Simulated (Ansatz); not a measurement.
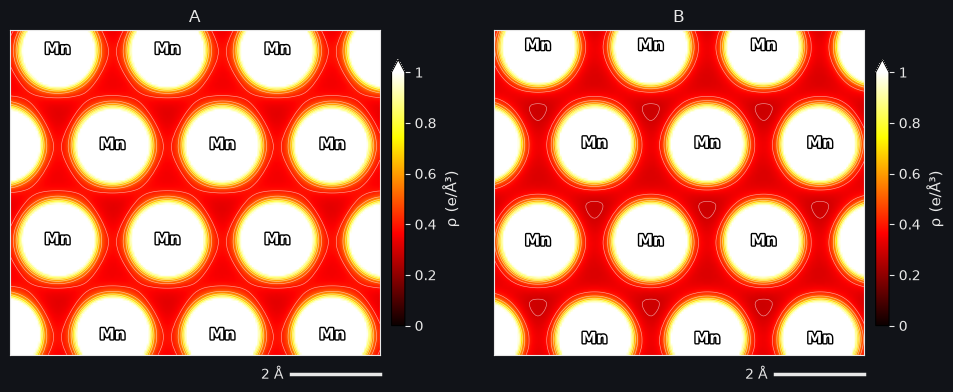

Mn. The valence charge density (pseudo) of two cells that differ in size, on the (001) plane of each (indices in the axes of the calculation cell), at one length scale and on one colour scale; one has 10.5 and the other 11.4 Å³ an atom.

All numbers below come from DFT, RPBE, plane waves (420 eV) with PAW, scalar-relativistic (Ansatz 0.2.0).

In a PAW calculation such maps are meaningful between the atoms, not at the nuclei.

The larger cell:

```
Mn
1.0
     2.53036    0.00000    0.00000
    -1.26518    2.19136    0.00000
     0.00000    0.00000    4.09787
Mn
2
Direct
  0.33333 0.66667 0.25000
  0.66667 0.33333 0.75000
```

The smaller cell: a = 2.464 Å, b = 2.464 Å, c = 3.990 Å, α = 90.00°, β = 90.00°, γ = 120.00°.

Question: Which panel shows the smaller cell, and what does the compression change?

Answer: Panel A is the smaller cell, by 8 % in volume. From the larger cell to the smaller, Mn–Mn goes from 2.53 to 2.46 Å, and the density at its midpoint from 0.35 to 0.39 e/Å³; the pressure goes from −4.5 to 13 GPa; the largest moment (Mn) goes from 1.0 to 0.4 μB.
